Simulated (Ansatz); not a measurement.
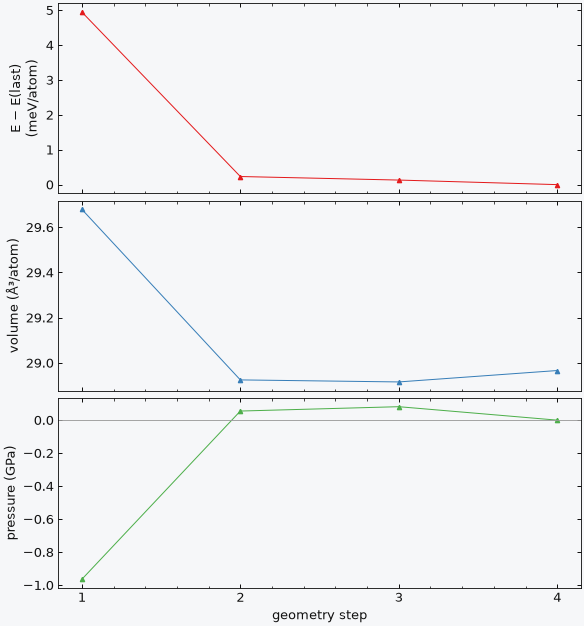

History of a geometry optimisation. Atoms and cell relax. A closing SCF on a freshly chosen basis isn't drawn.

Lu (P6_3/mmc, 4 atoms in the cell); Ansatz, DFT PBE, scalar-relativistic, plane waves, PAW; cutoff 600 eV, 6×6×2 k-mesh, Gaussian smearing of 0.05 eV.

How did it end, and what did it gain?

Answer. The optimisation met its thresholds at geometry 4, counting the start as the first. The energy fell by about 4.9 meV/atom from the first step to the last. All forces vanish by symmetry, so only the cell moves.

What happens to the cell?

Answer. The volume shrinks from 29.68 to 28.97 Å³ per atom (−2.4 %), overshooting to 28.92 at step 3, as the pressure goes from −0.96 GPa to about 0 GPa. The start was expanded.
